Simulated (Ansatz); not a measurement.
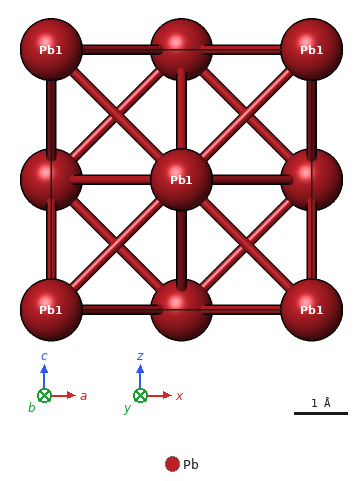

Solid Pb (Fm-3m): the cell is strained along z alone, with the atoms kept at their fractional coordinates. x, y and z are the Cartesian axes of the input. The picture shows the reference cell. The picture is a ball-and-stick view of the conventional cell (4 times the calculation's cell), seen along the b axis. Lengths and directions refer to the drawn axes.

Computed with DFT PBE, scalar-relativistic, plane waves, PAW in Ansatz 0.2.0. Settings: plane-wave cutoff 420 eV; k-point mesh 16 × 16 × 16; occupations gaussian; smearing width 0.15 eV; no spin polarisation. Energies (free energies at the smearing named) are counted from the cell as listed in its source, which wasn't relaxed.

Input
```yaml
crystal:
  lattice:
    - [0.0, 2.4698, 2.4698]
    - [2.4698, 0.0, 2.4698]
    - [2.4698, 2.4698, 0.0]
  atoms:
    - { symbol: Pb, position: [0.0, 0.0, 0.0] }
basis:
  ecutwfc: 420
kpoints:
  mp_grid: { grid: [16, 16, 16] }
hamiltonian:
  xc: pbe
scf:
  occupations: { method: gaussian, width: 0.15 }
output:
  forces: true
  stress: true
  eigenvalues: true
```

Run as
```bash
ansatz run input.yaml --threads 1 --pin off --max-ram 2560MiB --backend cpu --events-out ev --progress --plain --runs-dir out
```

Question: Predict the energy profile (the strain: −0.0600, −0.0450, −0.0300, −0.0150, 0.0000, 0.0150, 0.0300, 0.0450, 0.0525, 0.0600).

Answer:
| strain | ΔE (meV/atom) |
| --- | --- |
| −0.0600 | 55.0 |
| −0.0450 | 36.4 |
| −0.0300 | 21.1 |
| −0.0150 | 9.0 |
| 0.0000 | 0.0 |
| 0.0150 | −6.2 |
| 0.0300 | −9.9 |
| 0.0450 | −11.4 |
| 0.0525 | −11.4 |
| 0.0600 | −10.9 |

Of the computed points the lowest is at the strain 0.045, −11.4 meV/atom. At the ends of the scan the energy is 55.0 meV/atom (−0.06) and −10.9 meV/atom (0.06). The unrelaxed reference is under a pressure of 2.7 GPa, which tilts the curve. The distortion takes the space group from Fm-3m to I4/mmm. At the strain −0.06 the cell of the drawing goes c 4.940 → 4.643 Å.

The computed profile:

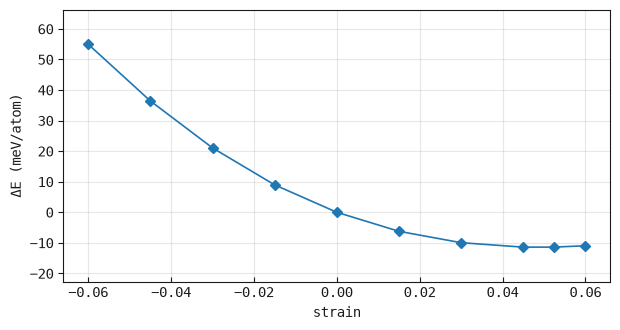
